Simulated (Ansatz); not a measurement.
A series of calculations on Cs2AgBiBr6

Part 1: Relaxation

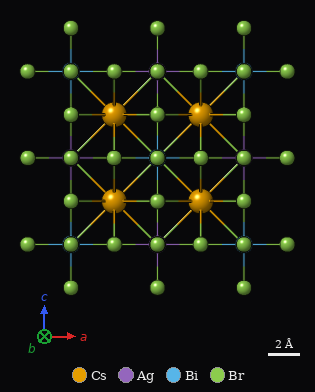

Starting structure of a crystal of Cs2AgBiBr6 (set up in Fm-3m). A ball-and-stick model of the conventional cell (4 times the calculation's cell), seen along the b axis. Lengths and directions refer to the drawn axes.

Case: the database's cell, atoms relaxed.

Theory: DFT PBEsol, scalar-relativistic, plane waves, PAW in Ansatz 0.2.0.

Input file:
```yaml
crystal:
  lattice:
    - [0.0, 5.6161, 5.6161]
    - [5.6161, 0.0, 5.6161]
    - [5.6161, 5.6161, 0.0]
  atoms:
    - { symbol: Cs, position: [0.25, 0.25, 0.25] }
    - { symbol: Cs, position: [0.75, 0.75, 0.75] }
    - { symbol: Ag, position: [0.5, 0.5, 0.5] }
    - { symbol: Bi, position: [0.0, 0.0, 0.0] }
    - { symbol: Br, position: [0.25055, 0.74945, 0.25055] }
    - { symbol: Br, position: [0.25055, 0.74945, 0.74945] }
    - { symbol: Br, position: [0.74945, 0.25055, 0.74945] }
    - { symbol: Br, position: [0.74945, 0.25055, 0.25055] }
    - { symbol: Br, position: [0.25055, 0.25055, 0.74945] }
    - { symbol: Br, position: [0.74945, 0.74945, 0.25055] }
basis:
  ecutwfc: 420
kpoints:
  mp_grid: { grid: [4, 4, 4] }
hamiltonian:
  xc: pbesol
scf:
  occupations: { method: gaussian, width: 0.02 }
output:
  forces: true
  stress: true
  eigenvalues: true
relax:
  adjacent_minimum: "off"
  f_tol: 0.01
  max_steps: 40
```

Command:
```bash
ansatz run input.yaml --threads 2 --pin off --max-ram 5120MiB --backend cpu --events-out ev --progress --plain --runs-dir out
```

Question: Predict the outcome.

Answer: The energy falls by 3.1 meV per atom in 2 accepted moves (3 points after the start). The largest force component goes from 0.3 to 0.0012 eV/Å. 1 step only repeated the SCF at the same geometry. The largest moves, 0.035 Å, are those of Br5, Br6, Br7, Br8, Br9 and Br10. Br6 goes along −a. Cs and Ag and Bi stay in place. The cell stays as it was. Some distances before and after: Ag3–Br10 2.802 → 2.767 Å, Bi4–Br10 2.814 → 2.849 Å. The space group stays Fm-3m (No. 225). Cost: 22 s on 2 threads of Intel(R) Xeon(R) Platinum 8259CL CPU @ 2.50GHz (Skylake/Cascade Lake) (shared host), peak memory 0.81 GiB.

Part 2: Relaxation

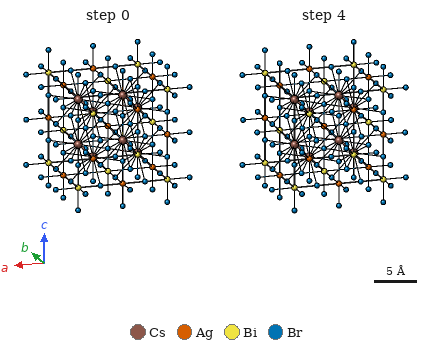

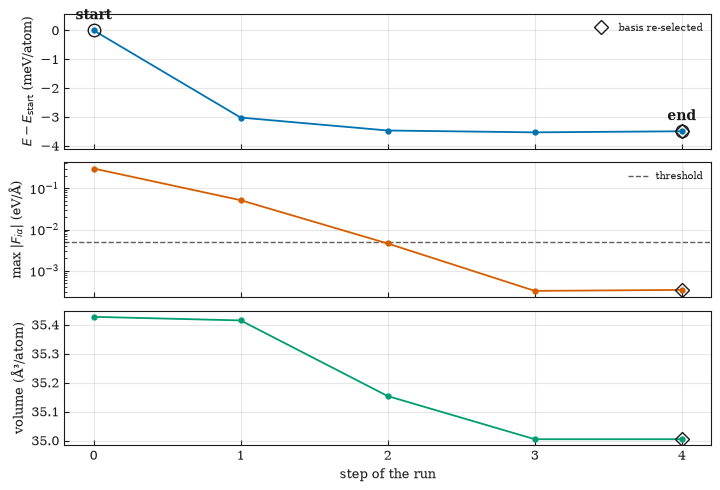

First and last geometry of a relaxation of a crystal of Cs₂AgBiBr₆ (set up in Fm-3m), with the history of the run. A ball-and-stick model of the conventional cell (4 times the calculation's cell), seen from a free direction. Lengths and directions refer to the drawn axes.

Computed with DFT PBEsol, scalar-relativistic, plane waves, PAW (Ansatz).

The input:
```yaml
crystal:
  lattice:
    - [0.0, 5.6161, 5.6161]
    - [5.6161, 0.0, 5.6161]
    - [5.6161, 5.6161, 0.0]
  atoms:
    - { symbol: Cs, position: [0.25, 0.25, 0.25] }
    - { symbol: Cs, position: [0.75, 0.75, 0.75] }
    - { symbol: Ag, position: [0.5, 0.5, 0.5] }
    - { symbol: Bi, position: [0.0, 0.0, 0.0] }
    - { symbol: Br, position: [0.25055, 0.74945, 0.25055] }
    - { symbol: Br, position: [0.25055, 0.74945, 0.74945] }
    - { symbol: Br, position: [0.74945, 0.25055, 0.74945] }
    - { symbol: Br, position: [0.74945, 0.25055, 0.25055] }
    - { symbol: Br, position: [0.25055, 0.25055, 0.74945] }
    - { symbol: Br, position: [0.74945, 0.74945, 0.25055] }
basis:
  ecutwfc: 420
kpoints:
  mp_grid: { grid: [4, 4, 4] }
hamiltonian:
  xc: pbesol
scf:
  occupations: { method: gaussian, width: 0.02 }
output:
  forces: true
  stress: true
  eigenvalues: true
  write_density: true
  write_potential: true
  elf: true
  volumetric_format: npy
relax:
  adjacent_minimum: "off"
  f_tol: 0.005
  max_steps: 80
  cell: { stress_tol: 0.05 }
```

Command:
```bash
ansatz run input.yaml --threads 2 --pin off --max-ram 5120MiB --backend cpu --events-out ev --progress --plain --runs-dir out
```

> What do the curves and the structures tell?

It converged. Over 3 accepted moves (4 points after the start) the energy falls by 3.5 meV per atom. The largest force component goes from 0.3 to 0.00034 eV/Å. Pressure: −0.02 GPa at the start and 0.00 GPa at the end. The SCF was repeated once at an unchanged geometry on a basis and grid sized afresh for the cell, which shifted the energy by less than 0.05 meV per atom at most. The largest moves relative to the cell, 0.038 Å, are those of Br5, Br6, Br7, Br8, Br9 and Br10. Br6 goes along −a. Cs and Bi and Ag stay in place. The drawn cell changes as follows: a = b = c 11.232 → 11.187 Å (−0.4 %); the volume changes by −1.2 %. Some distances before and after: Ag3–Br10 2.802 → 2.753 Å, Bi4–Br10 2.814 → 2.841 Å, Cs1–Br10 3.971 → 3.956 Å. The space group stays Fm-3m (No. 225).

Part 3: A change

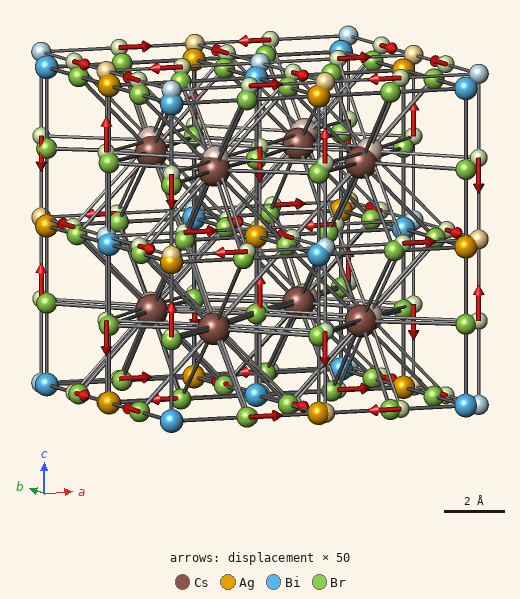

A crystal of Cs2AgBiBr6 (set up in Fm-3m), drawn pale, and a changed version of it, drawn solid. The red arrows show how the atoms are displaced (without the part that the change of the cell carries along), magnified 50 times. The picture is a ball-and-stick view of the conventional cell (4 times the calculation's cell), seen slightly off an axis. Lengths and directions refer to the drawn axes.

Computed with DFT PBEsol, scalar-relativistic, plane waves, PAW (Ansatz). Set-up: plane-wave cutoff 420 eV; k-point mesh 4 × 4 × 4; occupations gaussian; smearing width 0.02 eV; no spin polarisation.

Describe the change and its computed effect.

The volume is changed by −12.0 %. The atoms are relaxed in that cell. The energy rises by 55.5 meV per atom. Pressure: 0.0 GPa before, 4.8 GPa after. The drawn cell changes as follows: a = b = c 11.187 → 10.721 Å (−4.2 %); the volume changes by −12.0 %. The largest moves relative to the cell, 0.025 Å, are those of Br atoms. Cs and Bi and Ag stay in place. Among the bonded contacts that change: Br–Cs 3.956 → 3.791 Å, Ag–Br 2.753 → 2.614 Å, Bi–Br 2.841 → 2.747 Å. The space group stays Fm-3m (No. 225).
